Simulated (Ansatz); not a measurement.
**Geometry relaxation of ZnO (part 2 of 2)**

Continued. System: ZnO (P6₃mc, 4 atoms in the cell). Method: DFT, PBE, plane waves, PAW, no spin polarisation (Ansatz 0.2.0); cutoff 420 eV, 12×12×6 k-mesh, Gaussian smearing of 0.02 eV. The structure derives from a Materials Project entry. The settings are looser than a standard set-up, so the numbers are not reference values.

Geometry of the input (Å; fractional positions):
```
3.2374  0.0000  0.0000
-1.6187  2.8036  0.0000
0.0000  0.0000  5.2221
Zn 0.6667  0.3333  0.5006
Zn 0.3333  0.6667  0.0006
O  0.6667  0.3333  0.8797
O  0.3333  0.6667  0.3797
```

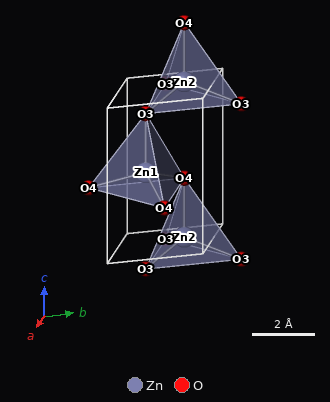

The geometry at step 3 of the log (polyhedral view of the cell of the calculation, seen at an oblique angle; polyhedra are completed across the faces of the cell; atoms are numbered from 1 in the order of the input).

## The program's output, continued
```
SCF iter   1: F=—  HF=-7773.691795 eV  |F-HF|=—  |Δ(HF+E_count)|=         —  Δρ=5.29e-4  dr2=1.29e-5  ethr=2.33e-7  ⟨swp⟩=3.1  Hψ=11838  notcnv=0
preconditioner: auto → Resta (q_TF=auto, 2.590 Å⁻¹)  ε∞=7.5  [insulator: Δε(μ)=0.748 eV  Ē_g=12.471 eV  σ=0.020 eV  W_gap=1.00  n_scr=22 (ndim 8)  ℏωp=31.8 eV  f_vac=0.041  D(μ)=0.00/eV (n_scr^D=0)  ε∞_Penn≈7.5]
SCF iter   2: F=—  HF=-7773.692743 eV  |F-HF|=—  |Δ(HF+E_count)|=   9.49e-4  Δρ=2.87e-4  dr2=7.76e-6  ethr=3.57e-8  ⟨swp⟩=2.0  Hψ=3040  notcnv=0
SCF iter   3: F=—  HF=-7773.693000 eV  |F-HF|=—  |Δ(HF+E_count)|=   2.57e-4  Δρ=1.16e-4  dr2=6.75e-7  ethr=2.16e-8  ⟨swp⟩=3.0  Hψ=3297  notcnv=0
SCF iter   4: F=—  HF=-7773.693055 eV  |F-HF|=—  |Δ(HF+E_count)|=   5.44e-5  Δρ=1.91e-5  dr2=1.06e-7  ethr=1.87e-9  ⟨swp⟩=2.0  Hψ=3040  notcnv=0
SCF iter   5: F=—  HF=-7773.693055 eV  |F-HF|=—  |Δ(HF+E_count)|=   3.92e-8  Δρ=4.35e-6  dr2=1.60e-9  ethr=2.94e-10  ⟨swp⟩=2.0  Hψ=2888  notcnv=0
SCF iter   6: F=—  HF=-7773.693055 eV  |F-HF|=—  |Δ(HF+E_count)|=   3.96e-8  Δρ=2.28e-6  dr2=1.05e-9  ethr=4.44e-12  ⟨swp⟩=2.1  Hψ=3083  notcnv=0
SCF iter   7: F=-7773.693055 eV  HF=-7773.693055 eV  |F-HF|=2.91e-11  |Δ(HF+E_count)|=   1.09e-8  Δρ=2.38e-7  dr2=1.98e-11  ethr=1.00e-12  ⟨swp⟩=4.6  Hψ=9158  notcnv=0
SCF 6 converged in 7 iterations: F = -7773.693055 eV  dr2 = 1.98e-11
relax step   6: F+E_penalty+E_count = -7773.69305473 eV  Δ(F+E_penalty+E_count) = -9.748e-3 eV  max|allowed force component| = 6.118e-4 eV/Å  Δτ_max = 0.0000 Å  P = +0.287 GPa  Ω = 49.197 Å³  stress off target by 2.91e-1 GPa  SCF on the basis re-selected at this cell (its energy is not comparable with the rows above)  (7 SCF iters)
basis re-selected at this cell: Δ(F+E_penalty+E_count) = -9.748e-3 eV, ΔP = +0.274 GPa vs the last step (what re-selecting the basis moved, of the pressure what is left beyond the Pulay correction that the steps carried, after the strain that the cell walked since its last selection, with what the two solves' SCF thresholds leave and, on support functions, any second-order correction that the steps lacked; it is no measure of the basis error at this ecutwfc). This SCF's stress stands 2.91e-1 GPa from its target on what of the cell is left free (relax.cell.stress_tol is 5.00e-2 GPa) and its largest allowed force component is 6.12e-4 eV/Å (relax.f_tol is 5.00e-3 eV/Å): not within both, so this SCF does not close the relaxation
Crystal: 4 atoms, lattice volume = 49.299 Å³
iter 1 solved again at ethr=5.95e-8 eV; its pass at ethr=3.10e-3 eV (dr2=2.14e-5 eV) is discarded
SCF iter   1: F=—  HF=-7773.692667 eV  |F-HF|=—  |Δ(HF+E_count)|=         —  Δρ=2.07e-4  dr2=1.83e-5  ethr=5.95e-8  ⟨swp⟩=2.0  Hψ=8207  notcnv=0
preconditioner: auto → Resta (q_TF=auto, 2.589 Å⁻¹)  ε∞=7.5  [insulator: Δε(μ)=0.742 eV  Ē_g=12.455 eV  σ=0.020 eV  W_gap=1.00  n_scr=22 (ndim 8)  ℏωp=31.7 eV  f_vac=0.043  D(μ)=0.00/eV (n_scr^D=0)  ε∞_Penn≈7.5]
SCF iter   2: F=—  HF=-7773.692697 eV  |F-HF|=—  |Δ(HF+E_count)|=   3.02e-5  Δρ=6.25e-5  dr2=1.63e-6  ethr=5.09e-8  ⟨swp⟩=2.0  Hψ=2933  notcnv=0
SCF iter   3: F=—  HF=-7773.692697 eV  |F-HF|=—  |Δ(HF+E_count)|=   1.17e-7  Δρ=3.90e-5  dr2=9.60e-7  ethr=5.89e-10  ⟨swp⟩=8.9  Hψ=14136  notcnv=0
SCF iter   4: F=—  HF=-7773.692698 eV  |F-HF|=—  |Δ(HF+E_count)|=   2.25e-7  Δρ=2.86e-5  dr2=2.74e-7  ethr=2.67e-9  ⟨swp⟩=2.0  Hψ=2887  notcnv=0
SCF iter   5: F=-7773.692698 eV  HF=-7773.692698 eV  |F-HF|=2.52e-8  |Δ(HF+E_count)|=   6.47e-9  Δρ=7.61e-6  dr2=1.95e-8  ethr=5.89e-10  ⟨swp⟩=8.2  Hψ=10824  notcnv=0
SCF 7 converged in 5 iterations: F = -7773.692698 eV  dr2 = 1.95e-8
relax step   7: F+E_penalty+E_count = -7773.69269759 eV  Δ(F+E_penalty+E_count) = +3.571e-4 eV  max|allowed force component| = 3.112e-4 eV/Å  Δτ_max = 0.0001 Å  P = +0.013 GPa  Ω = 49.299 Å³  energy of the carried Pulay correction = -4.529e-4 eV  (5 SCF iters, dr2 threshold 2.12e-7 eV, accepted)
iter 1 solved again at ethr=1.47e-7 eV; its pass at ethr=3.10e-3 eV (dr2=5.29e-5 eV) is discarded
SCF iter   1: F=—  HF=-7773.693102 eV  |F-HF|=—  |Δ(HF+E_count)|=         —  Δρ=2.12e-5  dr2=4.97e-8  ethr=1.47e-7  ⟨swp⟩=3.1  Hψ=11952  notcnv=0
preconditioner: auto → Resta (q_TF=auto, 2.589 Å⁻¹)  ε∞=7.5  [insulator: Δε(μ)=0.744 eV  Ē_g=12.457 eV  σ=0.020 eV  W_gap=1.00  n_scr=22 (ndim 8)  ℏωp=31.7 eV  f_vac=0.043  D(μ)=0.00/eV (n_scr^D=0)  ε∞_Penn≈7.5]
SCF iter   2: F=—  HF=-7773.693137 eV  |F-HF|=—  |Δ(HF+E_count)|=   3.54e-5  Δρ=1.57e-5  dr2=4.62e-8  ethr=1.38e-10  ⟨swp⟩=2.3  Hψ=3160  notcnv=0
SCF iter   3: F=—  HF=-7773.693137 eV  |F-HF|=—  |Δ(HF+E_count)|=   1.99e-8  Δρ=4.96e-6  dr2=5.70e-9  ethr=1.28e-10  ⟨swp⟩=2.1  Hψ=2674  notcnv=0
SCF iter   4: F=—  HF=-7773.693137 eV  |F-HF|=—  |Δ(HF+E_count)|=   5.99e-9  Δρ=1.47e-6  dr2=6.21e-10  ethr=1.58e-11  ⟨swp⟩=2.0  Hψ=2993  notcnv=0
SCF iter   5: F=—  HF=-7773.693137 eV  |F-HF|=—  |Δ(HF+E_count)|=  6.92e-10  Δρ=7.79e-7  dr2=3.59e-10  ethr=1.72e-12  ⟨swp⟩=2.0  Hψ=2882  notcnv=0
SCF iter   6: F=—  HF=-7773.693137 eV  |F-HF|=—  |Δ(HF+E_count)|=  5.53e-10  Δρ=4.59e-7  dr2=7.40e-11  ethr=1.00e-12  ⟨swp⟩=2.0  Hψ=2973  notcnv=0
SCF iter   7: F=-7773.693137 eV  HF=-7773.693137 eV  |F-HF|=3.64e-12  |Δ(HF+E_count)|=  4.18e-11  Δρ=1.27e-7  dr2=5.78e-12  ethr=1.00e-12  ⟨swp⟩=5.3  Hψ=7609  notcnv=0
SCF 8 converged in 7 iterations: F = -7773.693137 eV  dr2 = 5.78e-12
relax step   8: F+E_penalty+E_count = -7773.69313695 eV  Δ(F+E_penalty+E_count) = -4.394e-4 eV  max|allowed force component| = 3.205e-4 eV/Å  Δτ_max = 0.0000 Å  P = +0.019 GPa  Ω = 49.299 Å³  stress off target by 2.21e-2 GPa  SCF on the basis re-selected at this cell (its energy is not comparable with the rows above)  (7 SCF iters)
basis re-selected at this cell: Δ(F+E_penalty+E_count) = -4.394e-4 eV, ΔP = +0.006 GPa vs the last step (what re-selecting the basis moved, of the pressure what is left beyond the Pulay correction that the steps carried, after the strain that the cell walked since its last selection, with what the two solves' SCF thresholds leave and, on support functions, any second-order correction that the steps lacked; it is no measure of the basis error at this ecutwfc). This SCF's stress stands 2.21e-2 GPa from its target on what of the cell is left free (relax.cell.stress_tol is 5.00e-2 GPa) and its largest allowed force component is 3.20e-4 eV/Å (relax.f_tol is 5.00e-3 eV/Å): within both
SCF converged after 7 iterations
Free energy (F): -7773.693137 eV
Harris-Foulkes:  -7773.693137 eV  (|F-HF|=3.64e-12)
Internal energy: -7773.693137 eV  (E = F + TS)
E sigma→0 (E₀):  -7773.693137 eV
Fermi energy:    7.081713 eV
--- Per-component energies (eV) ---
  E_band       = 50.931275
  E_kinetic    = 610.042665
  E_local      = -4055.916822  (includes V_loc(G=0)·N_el)
  E_nonlocal   = 1335.254708
  E_hartree    = 1665.232510
  E_xc         = -419.302799
  E_vxc        = -288.965589  (∫ρ·V_xc dr)
  E_paw        = -3980.682595  (= ΣΔE_a)
  E_vpaw       = -879.952909  (= ΣTr[D̂ρ^β])
  E_aug_tail   = 0.004160  (compensation charges beyond the density's cutoff)
  E_ewald      = -2928.324964
  E_smearing   = -0.000000  (= −TS)
  E_closure    = -0.000000  (closes the sum)
  Σ components = -7773.693137   (vs F -7773.693137, Δ=0.00e0)
--- Forces (eV/Å), atoms counted from 1 ---
  atom   1  Zn     0.00000000     0.00000000     0.00032123
  atom   2  Zn     0.00000000    -0.00000000     0.00032123
  atom   3  O     -0.00000000    -0.00000000    -0.00031972
  atom   4  O     -0.00000000     0.00000000    -0.00031972
  max |Σ_I F_I| component: 3.03e-6 eV/Å
--- Stress (GPa, compression-positive) ---
        0.017577      -0.000000       0.000000
       -0.000000       0.017577       0.000000
        0.000000       0.000000       0.022078
  P = ⅓ Tr σ = 0.0191 GPa (0.191 kbar)
--- Band table (eV; the first three rows and the last of 76) ---
  k-point 0: bands = ["-11.0935", "-10.4243", "1.1639", "1.1639", "1.2034", "1.3425", "1.3456", "1.3456", "2.2383", "2.2383", "2.4304", "2.4304", "2.6972", "5.9592", "5.9592", "6.6301", "6.7094", "6.7094", "7.4536", "11.8239", "14.7862", "19.4659"]
  k-point 1: bands = ["-11.0509", "-10.4714", "1.1599", "1.1706", "1.1706", "1.2089", "1.3273", "1.3273", "2.2559", "2.2559", "2.4228", "2.4228", "3.0146", "6.0106", "6.0106", "6.0674", "6.6604", "6.6604", "8.0998", "11.5895", "14.9987", "19.4718"]
  k-point 2: bands = ["-10.9328", "-10.5984", "1.0399", "1.0642", "1.1926", "1.1926", "1.2823", "1.2823", "2.3005", "2.3005", "2.3976", "2.3976", "3.6957", "5.2801", "6.1500", "6.1500", "6.5256", "6.5256", "9.0867", "10.9621", "15.6185", "18.0256"]
  k-point 75: bands = ["-10.2932", "-10.2932", "1.1889", "1.1889", "1.3857", "1.3857", "1.8924", "1.8924", "2.2468", "2.2468", "2.7243", "2.7243", "3.0727", "3.0727", "4.1311", "4.1311", "5.5253", "5.5253", "14.5149", "14.5149", "14.6710", "14.6710"]
--- Relaxed structure (6 steps of the walk, 6 accepted, 2 SCFs on fresh bases) ---
  F+E_penalty+E_count = -7773.69313695 eV   max|allowed force component| = 3.205e-4 eV/Å   (the final SCF, on the basis selected at the relaxed cell)
  cell:  # Å, volume = 49.2990 Å³
    - [3.279390777755475, -1.49313236921362e-33, 4.782944234299852e-18]
    - [-1.6396953888777375, 2.84003572247265, -2.391472117149927e-18]
    - [7.71520536582085e-18, 3.3348755887810435e-33, 5.293233179839767]
  atoms:
    - { symbol: Zn, position: [0.6666666666666666, 0.3333333333333333, 0.5006044117106017] }
    - { symbol: Zn, position: [0.3333333333333333, 0.6666666666666666, 0.00060441171060167] }
    - { symbol: O, position: [0.6666666666666666, 0.3333333333333333, 0.8797055882893984] }
    - { symbol: O, position: [0.3333333333333333, 0.6666666666666666, 0.3797055882893983] }
```

## Trajectory as extended XYZ (Å, eV, eV/Å), 8 frames, from step=1 to step=8
```
4
Lattice="3.2374 0.0000 0.0000 -1.6187 2.8036 0.0000 0.0000 0.0000 5.2221" Properties=species:S:1:pos:R:3:forces:R:3 step=1 energy=-7773.66117 pressure_GPa=5.55
Zn    1.6187    0.9345    2.6141    0.0000   0.0000  -0.0025
Zn    0.0000    1.8691    0.0031    0.0000   0.0000  -0.0025
O     1.6187    0.9345    4.5939    0.0000   0.0000   0.0025
O     0.0000    1.8691    1.9829    0.0000   0.0000   0.0025
4
Lattice="3.2572 0.0000 0.0000 -1.6286 2.8209 0.0000 0.0000 0.0000 5.2605" Properties=species:S:1:pos:R:3:forces:R:3 step=2 energy=-7773.68041 pressure_GPa=2.54
Zn    1.6286    0.9403    2.6340    0.0000   0.0000  -0.0008
Zn    0.0000    1.8806    0.0038    0.0000   0.0000  -0.0008
O     1.6286    0.9403    4.6271    0.0000   0.0000   0.0009
O     0.0000    1.8806    1.9969    0.0000   0.0000   0.0009
4
Lattice="3.2754 0.0000 0.0000 -1.6377 2.8366 0.0000 0.0000 0.0000 5.2904" Properties=species:S:1:pos:R:3:forces:R:3 step=3 energy=-7773.68347 pressure_GPa=0.13
Zn    1.6377    0.9455    2.6491    0.0000   0.0000  -0.0032
Zn    0.0000    1.8911    0.0040    0.0000   0.0000  -0.0032
O     1.6377    0.9455    4.6532    0.0000   0.0000   0.0032
O     0.0000    1.8911    2.0080    0.0000   0.0000   0.0032
4
Lattice="3.2763 0.0000 0.0000 -1.6382 2.8374 0.0000 0.0000 0.0000 5.2897" Properties=species:S:1:pos:R:3:forces:R:3 step=4 energy=-7773.68340 pressure_GPa=0.08
Zn    1.6382    0.9458    2.6479    0.0000   0.0000   0.0040
Zn    0.0000    1.8916    0.0031    0.0000   0.0000   0.0040
O     1.6382    0.9458    4.6535    0.0000   0.0000  -0.0039
O     0.0000    1.8916    2.0087    0.0000   0.0000  -0.0039
4
Lattice="3.2772 0.0000 0.0000 -1.6386 2.8381 0.0000 0.0000 0.0000 5.2894" Properties=species:S:1:pos:R:3:forces:R:3 step=5 energy=-7773.68331 pressure_GPa=0.01
Zn    1.6386    0.9460    2.6478    0.0000   0.0000   0.0005
Zn    0.0000    1.8921    0.0031    0.0000   0.0000   0.0005
O     1.6386    0.9460    4.6531    0.0000   0.0000  -0.0005
O     0.0000    1.8921    2.0085    0.0000   0.0000  -0.0005
4
Lattice="3.2772 0.0000 0.0000 -1.6386 2.8381 0.0000 0.0000 0.0000 5.2894" Properties=species:S:1:pos:R:3:forces:R:3 step=6 energy=-7773.69305 pressure_GPa=0.29
Zn    1.6386    0.9460    2.6478    0.0000   0.0000   0.0006
Zn    0.0000    1.8921    0.0031    0.0000   0.0000   0.0006
O     1.6386    0.9460    4.6531    0.0000   0.0000  -0.0006
O     0.0000    1.8921    2.0085    0.0000   0.0000  -0.0006
4
Lattice="3.2794 0.0000 0.0000 -1.6397 2.8400 0.0000 0.0000 0.0000 5.2932" Properties=species:S:1:pos:R:3:forces:R:3 step=7 energy=-7773.69270 pressure_GPa=0.01
Zn    1.6397    0.9467    2.6498    0.0000   0.0000   0.0003
Zn    0.0000    1.8934    0.0032    0.0000   0.0000   0.0003
O     1.6397    0.9467    4.6565    0.0000   0.0000  -0.0003
O     0.0000    1.8934    2.0099    0.0000   0.0000  -0.0003
4
Lattice="3.2794 0.0000 0.0000 -1.6397 2.8400 0.0000 0.0000 0.0000 5.2932" Properties=species:S:1:pos:R:3:forces:R:3 step=8 energy=-7773.69314 pressure_GPa=0.02
Zn    1.6397    0.9467    2.6498    0.0000   0.0000   0.0003
Zn    0.0000    1.8934    0.0032    0.0000   0.0000   0.0003
O     1.6397    0.9467    4.6565    0.0000   0.0000  -0.0003
O     0.0000    1.8934    2.0099    0.0000   0.0000  -0.0003
```

## Results in brief

- outcome: converged
- space group (tolerance 0.01 Å): P6₃mc (186)
- electrons treated: 36
- free energy: −7773.6931 eV
- Fermi energy: 7.082 eV
- gap on the k-point mesh: 0.74 eV
- pressure: 0.02 GPa
- final volume: 49.30 Å³
- largest force (length of the vector) at the end: under 0.001 eV/Å
- final cell: a = 3.279 Å, b = 3.279 Å, c = 5.293 Å, α = 90.00°, β = 90.00°, γ = 120.00°
- hardware: 4 threads of Intel Xeon @ 2.70GHz, 189 GiB of memory available, shared host
- wall time: 24 s (CPU time 85 s)
- peak memory: 0.49 GiB

These settings are looser than, or depart from, a standard set-up, so the numbers are not reference values for this system.
